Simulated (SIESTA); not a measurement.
**Energy of PbSe along an even scaling of the cell**

System: PbSe (Fm-3m, 2 atoms in the cell).
Method: Kohn-Sham DFT of a periodic cell, RGE2, PseudoDojo 0.4 standard, converted to PSML, no spin polarisation (SIESTA 5.4.2).

The 7 runs differ only in the geometry, by an even scaling of the cell at fixed fractional positions. The structure derives from an entry of the Crystallography Open Database.

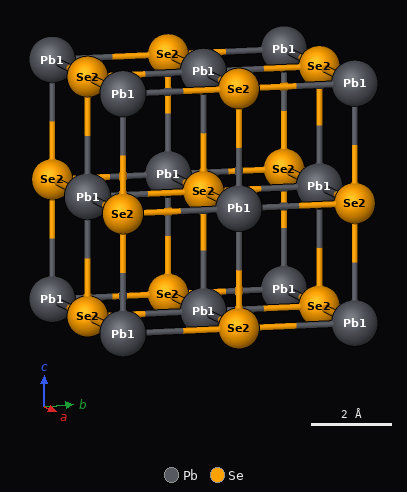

Figure 1. The structure of run 4 (ball-and-stick view of the cell 4 times as large as that of the calculation, set on its symmetry axes, seen slightly off an axis; atoms are numbered from 1 in the order of the input).

**Input of run 4**
```
SystemName                      Clausthalite
SystemLabel                     PbSe
NumberOfSpecies                 2
NumberOfAtoms                   2
%block ChemicalSpeciesLabel
  1  82 Pb
  2  34 Se
%endblock ChemicalSpeciesLabel

LatticeConstant                 1.0 Ang
%block LatticeVectors
     0.0000000000     3.0606500000     3.0606500000
     3.0606500000     0.0000000000     3.0606500000
     3.0606500000     3.0606500000     0.0000000000
%endblock LatticeVectors
AtomicCoordinatesFormat         Fractional
%block AtomicCoordinatesAndAtomicSpecies
     0.0000000000     0.0000000000     0.0000000000  1  Pb
     0.5000000000     0.5000000000     0.5000000000  2  Se
%endblock AtomicCoordinatesAndAtomicSpecies

%block kgrid.MonkhorstPack
    8   0   0  0.0
    0   8   0  0.0
    0   0   8  0.0
%endblock kgrid.MonkhorstPack
%block XC.Mix
  2
  GGA LIBXC-00-GGA_X_RGE2 1.0 0.0
  GGA LIBXC-00-GGA_C_RGE2 0.0 1.0
%endblock XC.Mix
PAO.BasisSize                   DZP
PAO.EnergyShift                 0.002 Ry
Mesh.Cutoff                     500 Ry
OccupationFunction              FD
ElectronicTemperature           0.05 eV
MaxSCFIterations                120
SCF.MustConverge                false
SCF.Mixer.Method                Pulay
SCF.Mixer.Weight                0.25
SCF.Mixer.History               8
SCF.DM.Tolerance                5.0e-05
SCF.H.Tolerance                 1.0e-03 eV
WriteForces                     true
Charge.Mulliken                 end
```

Command:
```bash
siesta < PbSe.fdf > PbSe.out 2>&1
```

Lattice vectors (Å) and fractional positions of run 4:
```
   0.000000    3.060650    3.060650
   3.060650    0.000000    3.060650
   3.060650    3.060650    0.000000
Pb  0.000000  0.000000  0.000000
Se  0.500000  0.500000  0.500000
```

Run 6 differs from it as follows:
```diff
-     0.0000000000     3.0606500000     3.0606500000
-     3.0606500000     0.0000000000     3.0606500000
-     3.0606500000     3.0606500000     0.0000000000
+     0.0000000000     3.1009263293     3.1009263293
+     3.1009263293     0.0000000000     3.1009263293
+     3.1009263293     3.1009263293     0.0000000000
```

**Results, with one run withheld**

| run | volume per atom (Å³) | free energy per atom, from the lowest run given (meV) | pressure (GPa) | gap on the mesh (eV) |
| --- | --- | --- | --- | --- |
| 1 | 26.951 | 51.24 | 6.29 | 0.13 |
| 2 | 27.524 | 31.44 | 4.85 | 0.20 |
| 3 | 28.097 | 16.43 | 3.53 | 0.27 |
| 4 | 28.671 | 6.19 | 2.25 | 0.34 |
| 5 | 29.244 | 0.00 | 1.22 | 0.40 |
| 6 | 29.818 | ? | ? | ? |
| 7 | 30.391 | 0.17 | −0.70 | 0.52 |

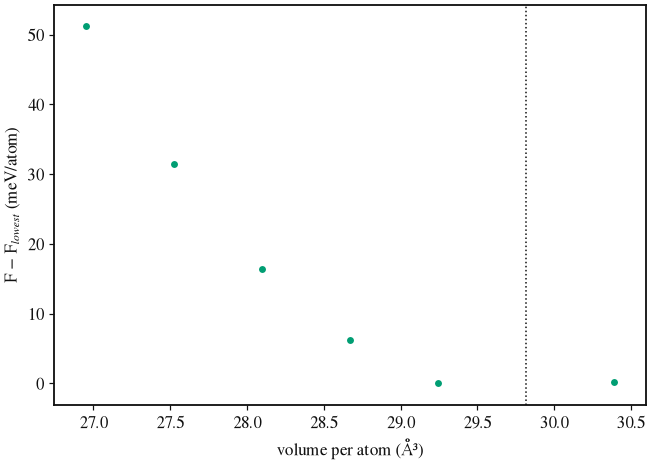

Figure 2. Free energy per atom of the runs given; the dotted line marks run 6.

What should run 6 give?

A cubic polynomial in V^(−2/3) (the Birch–Murnaghan form), fitted to the 6 runs given, misses them by at most 0.10 meV per atom. With x = V^(−2/3) − 0.10732 Å⁻², it reads F = 9.6753 + 6872.8 x + 9.8896e+05 x² − 1.0981e+07 x³ (meV per atom). At run 6 it gives −1.84 meV per atom, and the run itself gives −0.80. The slope of the fit gives a pressure −dF/dV of −0.02 GPa there, and the run prints 0.18 GPa. Energies and printed pressures part between runs 5 and 6: the energies differ there by 1.6 meV per atom from what the pressures give, and by at most 0.1 in the other intervals. A smooth fit can't follow such a step, as when the grid or the electronic state changes between two volumes. The fit has its minimum at 29.805 Å³ per atom, where V d²F/dV² gives 56.7 GPa: the bulk modulus at this level, since symmetry fixes the shape and the positions. The gap on the mesh goes, without turning, from 0.13 eV in run 1 to 0.52 eV in run 7; run 6 has 0.46 eV. These are gaps of this functional on this mesh, which can miss the band edges; they aren't the measured gap.

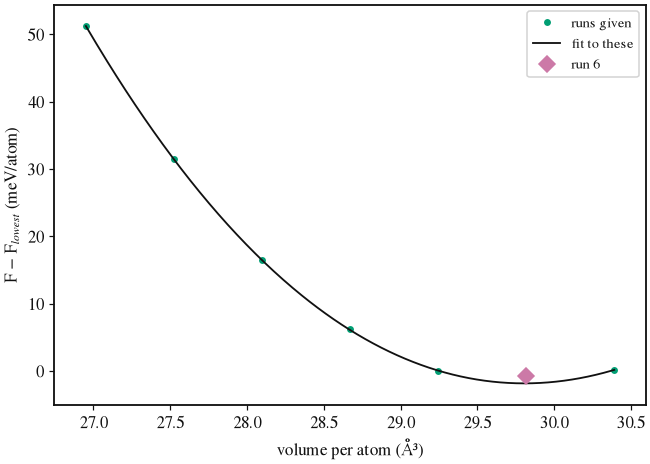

Figure 3. The fit and the withheld run.

**Some lines of the output (run 6)**
```
[...]
outcell: Cell volume (Ang**3)        :     59.6354
stepf: Fermi-Dirac step function
siesta: Etot    =     -5203.105335
siesta: FreeEng =     -5203.105343
        iscf     Eharris(eV)        E_KS(eV)     FreeEng(eV)     dDmax    Ef(eV) dHmax(eV)
siesta: E_KS(eV) =            -5203.4935
siesta: E_KS - E_eggbox =     -5203.4935
siesta: Etot    =     -5203.493538
siesta: FreeEng =     -5203.493625
siesta:         Fermi =      -4.521447
siesta: Cell volume =         59.635428 Ang**3
    Orbital volume contribution        =           2.551010 eV
```

Notes on the run: xc_check: WARNING: Pseudopotential generated with GGA PBE functional. Points of doubt noted for this run: mulliken charges of long orbitals. Spin–orbit coupling is left out, which matters for Pb. With a small basis of atomic orbitals these values can differ much from converged plane-wave results.
